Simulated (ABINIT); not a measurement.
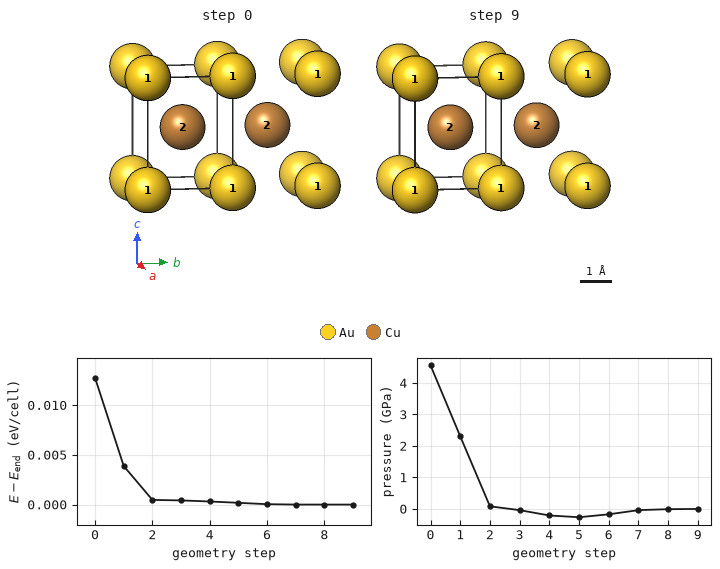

First and last geometry of a relaxation of crystalline CuAu (set up in P4/mmm), with the history of the run. The picture is a spheres-only view of the cell of the calculation, repeated 1 × 2 × 1 with one cell outlined, seen slightly off an axis.

The run lets cell and atoms move.

Level of theory: ABINIT 10.8.3, Kohn-Sham DFT of a periodic cell, PBE, Ansatz PAW PBE default generated set, frozen core.

Input
```
pp_dirpath "./"
pseudos "Au.GGA_PBE-ansatz.xml, Cu.GGA_PBE-ansatz.xml"

acell 3*1.0
rprim
     5.3115466753     0.0000000000     0.0000000000
     0.0000000000     5.3115466753     0.0000000000
     0.0000000000     0.0000000000     6.9636407692
ntypat 2
znucl 79 29
natom 2
typat 1 2
chkprim 0
chksymtnons 0
tolsym 1.0e-6
xred
            0.0            0.0            0.0
            1/2            1/2            1/2

ecut 15.4
pawecutdg 30.8
pawxcdev 0
pawovlp -1
ecutsm 0.5

kptopt 1
ngkpt 7 7 5
nshiftk 1
shiftk 0.0 0.0 0.0

ixc 11

nband 23
occopt 3
tsmear 0.05 eV

nstep 80
tolvrs 1.0e-10

iomode 3
prteig 0
prtebands 0
prtwf 0
prtden 0

ionmov 2
optcell 2
ntime 50
tolmxf 2.0e-5
dilatmx 1.08
```

Run as
```bash
abinit run.abi > log 2>&1
```

> Read the history and describe the run.

It converged. Over 9 geometry steps the energy falls by 12.7 meV per cell of the calculation. All forces vanish by symmetry, so only the cell relaxes. Pressure: 4.56 GPa at the start and 0.00 GPa at the end. No atom moves by more than 0.005 Å relative to the cell. The drawn cell changes as follows: a = b 2.811 → 2.855 Å (+1.6 %), c 3.685 → 3.672 Å (−0.3 %); the volume changes by +2.9 %. Some distances before and after: Au1–Au1 2.811 → 2.855 Å, Cu2–Cu2 2.811 → 2.855 Å, Au1–Cu2 2.710 → 2.729 Å. The space group stays P4/mmm (No. 123). The run took 5.1 min on 1 thread of Arm Neoverse V2 (shared host), peak memory 0.22 GiB.
